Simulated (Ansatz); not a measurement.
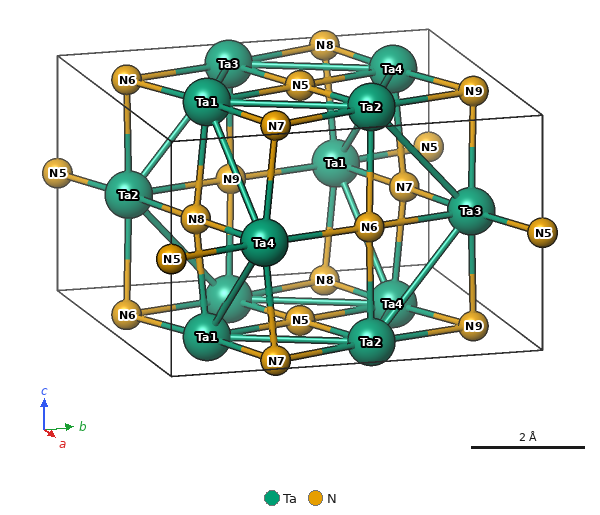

*The input geometry (ball-and-stick view of the cell 2 times as large as that of the calculation, set on its symmetry axes, seen slightly off an axis; atoms are numbered from 1 in the order of the input). An atom can appear more than once, as a periodic image.*

**Geometry relaxation of Ta4N5 (part 1 of 2)**

System: Ta4N5 (9 atoms in the cell).
Method: DFT LDA, scalar-relativistic, plane waves, PAW, no spin polarisation (Ansatz 0.2.0).

The structure derives from a Materials Project entry. Figures and captions count atoms from 1; the log counts them from 0 in places.

**The input**
```yaml
crystal:
  lattice:
    - [-3.4362702628, 3.4362702628, 2.1374763015]
    - [3.4362702628, -3.4362702628, 2.1374763015]
    - [3.4362702628, 3.4362702628, -2.1374763015]
  atoms:
    - { symbol: Ta, position: [0.78282472, 0.60542174, 0.38824646] }
    - { symbol: Ta, position: [0.39457826, 0.78282472, 0.17740297] }
    - { symbol: Ta, position: [0.60542175, 0.21717528, 0.82259703] }
    - { symbol: Ta, position: [0.21717528, 0.39457825, 0.61175354] }
    - { symbol: "N", position: [0.5, 0.5, 0.0] }
    - { symbol: "N", position: [0.90846657, 0.30903948, 0.21750605] }
    - { symbol: "N", position: [0.69096052, 0.90846657, 0.59942709] }
    - { symbol: "N", position: [0.30903948, 0.09153343, 0.40057291] }
    - { symbol: "N", position: [0.09153343, 0.69096052, 0.78249395] }
basis:
  ecutwfc: 420
kpoints:
  mp_grid: { grid: [6, 6, 6] }
hamiltonian:
  xc: lda
scf:
  occupations: { method: gaussian, width: 0.1 }
output:
  forces: true
  stress: true
  eigenvalues: true
relax:
  adjacent_minimum: "off"
  f_tol: 0.05
  max_steps: 80
  cell: { stress_tol: 0.5 }
```

Hardware: 4 threads of Intel Xeon @ 2.50GHz (Skylake/Cascade Lake), 189 GiB of memory available, shared host.

Command:
```bash
ansatz run input.yaml --threads 4 --pin off --max-ram 12288MiB --backend cpu --events-out ev --progress --plain --runs-dir out
```

**Output**
```
Engine: ansatz 0.2.0, x86_64-unknown-linux-gnu
Pseudopotentials: kind: paw
Pseudopotential: Ta, paw, valence charge 13, recommended cutoff 420 eV (normal), Ta.paw.azcp
Pseudopotential: N, paw, valence charge 5, recommended cutoff 420 eV (normal), N.paw.azcp
Functional definition: SPW92
  exchange = slater_x
  correlation = pw_c
Crystal: 9 atoms, lattice volume = 100.957 Å³
Basis set: ecut = 420 eV, 1987 PW (Γ)
Bands: 48, of which v1, the nominal top of the filled ones, is band 39 counted from 1 (38 counted from 0)
Symmetry: 8 space group operations
Space group: I4/m (ITA 87), of the structure as read, at distance tolerance 4.7e-5 Å
k-points: 36 of 216
Non-local potential: Ta, projectors of the file, l = 0: 3, l = 1: 2, l = 2: 2, l = 3: 1
Non-local potential: N, projectors of the file, l = 0: 2, l = 1: 2, l = 2: 1
PAW form: soft (Blöchl's): semilocal exchange-correlation on the pseudo side does not see the compensation charge
PAW frozen core: Ta, regenerated for the run's functional, and the local potential with it (the file was generated under x = pbe(κ = 0.804, μ = 0.2195149727645171), c = pbe(β = 0.06672455060314922))
PAW frozen core: N, regenerated for the run's functional, and the local potential with it (the file was generated under x = pbe(κ = 0.804, μ = 0.2195149727645171), c = pbe(β = 0.06672455060314922))
PAW one-centre angular grid: Ta, 590 points (default); XC on 64 Gauss nodes
PAW one-centre angular grid: N, 110 points (default); XC on 64 Gauss nodes
Initial density: superposition of atomic densities (neutral atoms: chi_scale 0, normalization atom), corrected by the library's trained network
Initial wavefunctions: pseudopotential atomic-orbital guess
Functional: x = slater, c = lda
SCF iter   1: F=—  HF=-40611.471890 eV  |F-HF|=—  |Δ(HF+E_count)|=         —  Δρ=1.36e-2  dr2=2.03e-1  ethr=1.77e-3  ⟨swp⟩=6.3  Hψ=6912  notcnv=0
preconditioner: auto → LDOS  [metal: Δε(μ)=0.051 eV  Ē_g=9.453 eV  σ=0.100 eV  W_gap=0.28  n_scr=36 (ndim 8)  ℏωp=24.8 eV  f_vac=0.018  D(μ)=2.12/eV (n_scr^D=16)  β→1.0]
SCF iter   2: F=—  HF=-40611.513345 eV  |F-HF|=—  |Δ(HF+E_count)|=   4.15e-2  Δρ=1.78e-2  dr2=3.97e-1  ethr=2.64e-4  ⟨swp⟩=3.0  Hψ=3233  notcnv=0  defer=91
SCF iter   3: F=—  HF=-40611.427996 eV  |F-HF|=—  |Δ(HF+E_count)|=   8.53e-2  Δρ=3.00e-3  dr2=9.28e-3  ethr=2.64e-4  ⟨swp⟩=2.1  Hψ=2668  notcnv=0  defer=91
SCF iter   4: F=—  HF=-40611.425936 eV  |F-HF|=—  |Δ(HF+E_count)|=   2.06e-3  Δρ=5.16e-4  dr2=2.29e-4  ethr=1.21e-5  ⟨swp⟩=2.0  Hψ=2612  notcnv=0  defer=42
SCF iter   5: F=—  HF=-40611.425909 eV  |F-HF|=—  |Δ(HF+E_count)|=   2.77e-5  Δρ=8.65e-5  dr2=6.94e-6  ethr=2.98e-7  ⟨swp⟩=2.0  Hψ=2459  notcnv=0  defer=42
SCF iter   6: F=—  HF=-40611.425906 eV  |F-HF|=—  |Δ(HF+E_count)|=   3.05e-6  Δρ=2.40e-5  dr2=2.91e-7  ethr=9.01e-9  ⟨swp⟩=2.0  Hψ=2488  notcnv=0  defer=17
SCF iter   7: F=-40611.425906 eV  HF=-40611.425906 eV  |F-HF|=7.42e-10  |Δ(HF+E_count)|=   6.22e-8  Δρ=5.02e-6  dr2=1.36e-8  ethr=1.30e-10  ⟨swp⟩=11.6  Hψ=8146  notcnv=0
SCF 1 converged in 7 iterations: F = -40611.425906 eV  dr2 = 1.36e-8
  greatest PAW one-centre occupation: 1.000 electrons in one spin orbital (limit 2), on the Ta atom at site 3 (counted from 0), in its partial waves of l = 0
relax step   1: F+E_penalty+E_count = -40611.42590577 eV  Δ(F+E_penalty+E_count) = +0.000e0 eV  max|allowed force component| = 1.807e-1 eV/Å  Δτ_max = 0.0000 Å  P = -11.179 GPa  Ω = 100.957 Å³  (7 SCF iters, dr2 threshold 1.00e-7 eV, accepted)
Crystal: 9 atoms, lattice volume = 95.816 Å³
Basis set: ecut = 420 eV, 1863 PW (Γ)
Initial density: handed on by an earlier stage of this run
Initial wavefunctions: those handed on with the density
iter 1 solved again at ethr=1.03e-4 eV; its pass at ethr=3.10e-3 eV (dr2=7.97e-2 eV) is discarded
SCF iter   1: F=—  HF=-40611.576318 eV  |F-HF|=—  |Δ(HF+E_count)|=         —  Δρ=9.26e-3  dr2=8.04e-2  ethr=1.03e-4  ⟨swp⟩=1.3  Hψ=9507  notcnv=0
preconditioner: auto → LDOS  [metal: Δε(μ)=0.038 eV  Ē_g=9.938 eV  σ=0.100 eV  W_gap=0.21  n_scr=32 (ndim 8)  ℏωp=25.4 eV  f_vac=0.011  D(μ)=1.87/eV (n_scr^D=16)  β→1.0]
SCF iter   2: F=—  HF=-40611.568800 eV  |F-HF|=—  |Δ(HF+E_count)|=   7.52e-3  Δρ=8.43e-3  dr2=6.03e-2  ethr=1.03e-4  ⟨swp⟩=2.2  Hψ=3075  notcnv=0
SCF iter   3: F=—  HF=-40611.553606 eV  |F-HF|=—  |Δ(HF+E_count)|=   1.52e-2  Δρ=2.02e-3  dr2=4.80e-3  ethr=7.83e-5  ⟨swp⟩=2.0  Hψ=2796  notcnv=0
SCF iter   4: F=—  HF=-40611.552614 eV  |F-HF|=—  |Δ(HF+E_count)|=   9.92e-4  Δρ=3.54e-4  dr2=1.28e-4  ethr=6.24e-6  ⟨swp⟩=2.0  Hψ=2457  notcnv=0
SCF iter   5: F=—  HF=-40611.552605 eV  |F-HF|=—  |Δ(HF+E_count)|=   9.43e-6  Δρ=7.56e-5  dr2=3.07e-6  ethr=1.66e-7  ⟨swp⟩=2.0  Hψ=2454  notcnv=0
SCF iter   6: F=-40611.552606 eV  HF=-40611.552606 eV  |F-HF|=3.11e-9  |Δ(HF+E_count)|=   8.95e-7  Δρ=1.33e-5  dr2=9.61e-8  ethr=1.17e-9  ⟨swp⟩=7.8  Hψ=7917  notcnv=0
SCF 2 converged in 6 iterations: F = -40611.552606 eV  dr2 = 9.61e-8
relax step   2: F+E_penalty+E_count = -40611.55260576 eV  Δ(F+E_penalty+E_count) = -1.267e-1 eV  max|allowed force component| = 1.075e-1 eV/Å  Δτ_max = 0.0224 Å  P = +5.740 GPa  Ω = 95.816 Å³  energy of the carried Pulay correction = +2.117e-2 eV  (6 SCF iters, dr2 threshold 9.00e-7 eV, accepted)
Crystal: 9 atoms, lattice volume = 97.476 Å³
Basis set: ecut = 420 eV, 1907 PW (Γ)
iter 1 solved again at ethr=1.15e-5 eV; its pass at ethr=3.10e-3 eV (dr2=8.87e-3 eV) is discarded
SCF iter   1: F=—  HF=-40611.576459 eV  |F-HF|=—  |Δ(HF+E_count)|=         —  Δρ=3.16e-3  dr2=9.60e-3  ethr=1.15e-5  ⟨swp⟩=1.9  Hψ=8754  notcnv=0
preconditioner: auto → LDOS  [metal: Δε(μ)=0.035 eV  Ē_g=9.775 eV  σ=0.100 eV  W_gap=0.19  n_scr=36 (ndim 8)  ℏωp=25.2 eV  f_vac=0.016  D(μ)=2.00/eV (n_scr^D=16)  β→1.0]
SCF iter   2: F=—  HF=-40611.575888 eV  |F-HF|=—  |Δ(HF+E_count)|=   5.70e-4  Δρ=3.10e-3  dr2=8.58e-3  ethr=1.15e-5  ⟨swp⟩=2.9  Hψ=3592  notcnv=0
SCF iter   3: F=—  HF=-40611.573853 eV  |F-HF|=—  |Δ(HF+E_count)|=   2.04e-3  Δρ=8.43e-4  dr2=8.83e-4  ethr=1.11e-5  ⟨swp⟩=2.0  Hψ=2524  notcnv=0
SCF iter   4: F=—  HF=-40611.573674 eV  |F-HF|=—  |Δ(HF+E_count)|=   1.79e-4  Δρ=9.76e-5  dr2=7.11e-6  ethr=1.15e-6  ⟨swp⟩=2.0  Hψ=2433  notcnv=0
SCF iter   5: F=-40611.573674 eV  HF=-40611.573674 eV  |F-HF|=5.72e-8  |Δ(HF+E_count)|=   6.15e-7  Δρ=2.30e-5  dr2=2.80e-7  ethr=1.17e-9  ⟨swp⟩=7.9  Hψ=8258  notcnv=0
SCF 3 converged in 5 iterations: F = -40611.573674 eV  dr2 = 2.80e-7
relax step   3: F+E_penalty+E_count = -40611.57367425 eV  Δ(F+E_penalty+E_count) = -2.107e-2 eV  max|allowed force component| = 2.521e-2 eV/Å  Δτ_max = 0.0073 Å  P = -0.264 GPa  Ω = 97.476 Å³  energy of the carried Pulay correction = +1.422e-2 eV  (5 SCF iters, dr2 threshold 9.00e-7 eV, accepted)
Initial wavefunctions: pseudopotential atomic-orbital guess (no wavefunctions were taken with the density)
iter 1 solved again at ethr=6.94e-8 eV; its pass at ethr=3.10e-3 eV (dr2=5.34e-5 eV) is discarded
SCF iter   1: F=—  HF=-40611.561689 eV  |F-HF|=—  |Δ(HF+E_count)|=         —  Δρ=2.25e-4  dr2=8.00e-6  ethr=6.94e-8  ⟨swp⟩=4.2  Hψ=12192  notcnv=0
preconditioner: auto → LDOS  [metal: Δε(μ)=0.035 eV  Ē_g=9.785 eV  σ=0.100 eV  W_gap=0.19  n_scr=36 (ndim 8)  ℏωp=25.2 eV  f_vac=0.015  D(μ)=1.98/eV (n_scr^D=16)  β→1.0]
SCF iter   2: F=—  HF=-40611.561694 eV  |F-HF|=—  |Δ(HF+E_count)|=   4.95e-6  Δρ=9.70e-5  dr2=8.00e-6  ethr=1.04e-8  ⟨swp⟩=2.0  Hψ=2545  notcnv=0
SCF iter   3: F=—  HF=-40611.561692 eV  |F-HF|=—  |Δ(HF+E_count)|=   1.60e-6  Δρ=4.06e-5  dr2=1.91e-6  ethr=1.04e-8  ⟨swp⟩=2.0  Hψ=2543  notcnv=0
SCF iter   4: F=—  HF=-40611.561692 eV  |F-HF|=—  |Δ(HF+E_count)|=   3.75e-7  Δρ=1.22e-5  dr2=1.51e-7  ethr=2.48e-9  ⟨swp⟩=2.0  Hψ=2452  notcnv=0
SCF iter   5: F=-40611.561692 eV  HF=-40611.561692 eV  |F-HF|=5.65e-9  |Δ(HF+E_count)|=   3.17e-8  Δρ=2.52e-6  dr2=6.39e-9  ethr=1.17e-11  ⟨swp⟩=5.8  Hψ=7655  notcnv=0
SCF 4 converged in 5 iterations: F = -40611.561692 eV  dr2 = 6.39e-9
relax step   4: F+E_penalty+E_count = -40611.56169162 eV  Δ(F+E_penalty+E_count) = +1.198e-2 eV  max|allowed force component| = 2.491e-2 eV/Å  Δτ_max = 0.0000 Å  P = -0.456 GPa  Ω = 97.476 Å³  stress off target by 6.34e-1 GPa  SCF on the basis re-selected at this cell (its energy is not comparable with the rows above)  (5 SCF iters)
basis re-selected at this cell: Δ(F+E_penalty+E_count) = +1.198e-2 eV, ΔP = -0.192 GPa vs the last step (what re-selecting the basis moved, of the pressure what is left beyond the Pulay correction that the steps carried, after the strain that the cell walked since its last selection, with what the two solves' SCF thresholds leave and, on support functions, any second-order correction that the steps lacked; it is no measure of the basis error at this ecutwfc). This SCF's stress stands 6.34e-1 GPa from its target on what of the cell is left free (relax.cell.stress_tol is 5.00e-1 GPa) and its largest allowed force component is 2.49e-2 eV/Å (relax.f_tol is 5.00e-2 eV/Å): not within both, so this SCF does not close the relaxation
Crystal: 9 atoms, lattice volume = 97.338 Å³
iter 1 solved again at ethr=9.88e-8 eV; its pass at ethr=3.10e-3 eV (dr2=7.61e-5 eV) is discarded
SCF iter   1: F=—  HF=-40611.562696 eV  |F-HF|=—  |Δ(HF+E_count)|=         —  Δρ=3.07e-4  dr2=7.49e-5  ethr=9.88e-8  ⟨swp⟩=2.3  Hψ=8104  notcnv=0
preconditioner: auto → LDOS  [metal: Δε(μ)=0.037 eV  Ē_g=9.795 eV  σ=0.100 eV  W_gap=0.20  n_scr=36 (ndim 8)  ℏωp=25.2 eV  f_vac=0.015  D(μ)=1.93/eV (n_scr^D=16)  β→1.0]
SCF iter   2: F=—  HF=-40611.562683 eV  |F-HF|=—  |Δ(HF+E_count)|=   1.27e-5  Δρ=2.21e-4  dr2=4.29e-5  ethr=9.73e-8  ⟨swp⟩=3.0  Hψ=3696  notcnv=0
SCF iter   3: F=—  HF=-40611.562672 eV  |F-HF|=—  |Δ(HF+E_count)|=   1.09e-5  Δρ=7.53e-5  dr2=6.52e-6  ethr=5.57e-8  ⟨swp⟩=2.0  Hψ=2539  notcnv=0
SCF iter   4: F=-40611.562671 eV  HF=-40611.562671 eV  |F-HF|=1.05e-7  |Δ(HF+E_count)|=   1.34e-6  Δρ=9.99e-6  dr2=1.30e-7  ethr=1.17e-9  ⟨swp⟩=4.1  Hψ=7255  notcnv=0
SCF 5 converged in 4 iterations: F = -40611.562671 eV  dr2 = 1.30e-7
  greatest PAW one-centre occupation: 1.000 electrons in one spin orbital (limit 2), on the Ta atom at site 2 (counted from 0), in its partial waves of l = 0
relax step   5: F+E_penalty+E_count = -40611.56267075 eV  Δ(F+E_penalty+E_count) = -9.791e-4 eV  max|allowed force component| = 1.817e-2 eV/Å  Δτ_max = 0.0008 Å  P = +0.003 GPa  Ω = 97.338 Å³  energy of the carried Pulay correction = +5.688e-4 eV  (4 SCF iters, dr2 threshold 9.00e-7 eV, accepted)
iter 1 solved again at ethr=5.02e-8 eV; its pass at ethr=3.10e-3 eV (dr2=3.87e-5 eV) is discarded
SCF iter   1: F=—  HF=-40611.562131 eV  |F-HF|=—  |Δ(HF+E_count)|=         —  Δρ=1.39e-5  dr2=1.34e-7  ethr=5.02e-8  ⟨swp⟩=4.6  Hψ=12623  notcnv=0
preconditioner: auto → LDOS  [metal: Δε(μ)=0.037 eV  Ē_g=9.795 eV  σ=0.100 eV  W_gap=0.20  n_scr=36 (ndim 8)  ℏωp=25.2 eV  f_vac=0.015  D(μ)=1.94/eV (n_scr^D=16)  β→1.0]
SCF iter   2: F=—  HF=-40611.562133 eV  |F-HF|=—  |Δ(HF+E_count)|=   1.75e-6  Δρ=1.25e-5  dr2=2.55e-7  ethr=1.74e-10  ⟨swp⟩=2.8  Hψ=3417  notcnv=0
SCF iter   3: F=—  HF=-40611.562133 eV  |F-HF|=—  |Δ(HF+E_count)|=   5.01e-8  Δρ=5.17e-6  dr2=3.28e-8  ethr=1.74e-10  ⟨swp⟩=2.6  Hψ=3285  notcnv=0
SCF iter   4: F=-40611.562133 eV  HF=-40611.562133 eV  |F-HF|=6.98e-10  |Δ(HF+E_count)|=   6.55e-9  Δρ=6.38e-7  dr2=7.75e-10  ethr=1.17e-11  ⟨swp⟩=5.1  Hψ=7398  notcnv=0
SCF 6 converged in 4 iterations: F = -40611.562133 eV  dr2 = 7.75e-10
relax step   6: F+E_penalty+E_count = -40611.56213267 eV  Δ(F+E_penalty+E_count) = +5.381e-4 eV  max|allowed force component| = 1.786e-2 eV/Å  Δτ_max = 0.0000 Å  P = -0.002 GPa  Ω = 97.338 Å³  stress off target by 1.48e-1 GPa  SCF on the basis re-selected at this cell (its energy is not comparable with the rows above)  (4 SCF iters)
```

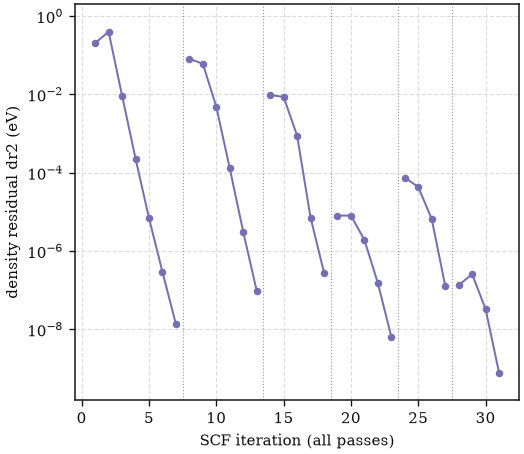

*Convergence of the self-consistent field: density residual dr2 against the SCF iteration. The dotted lines part the SCF passes of the relaxation: geometry steps, rejected trials and re-solves on a re-selected basis.*

The 6 passes take 4 to 7 iterations each, 31 in all.

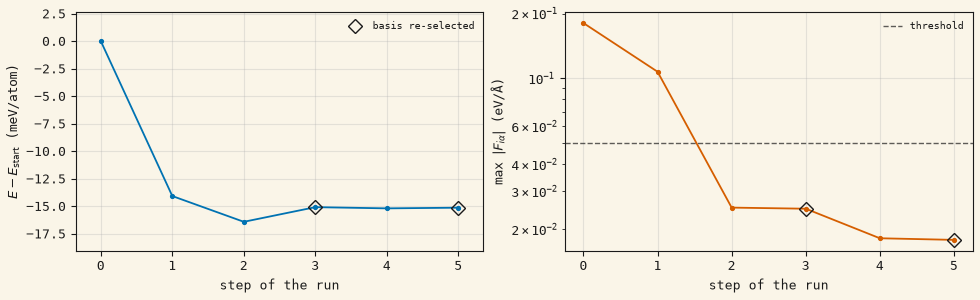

*Progress of the relaxation, step by step (the first geometry is step 0 here and step 1 in the log).*
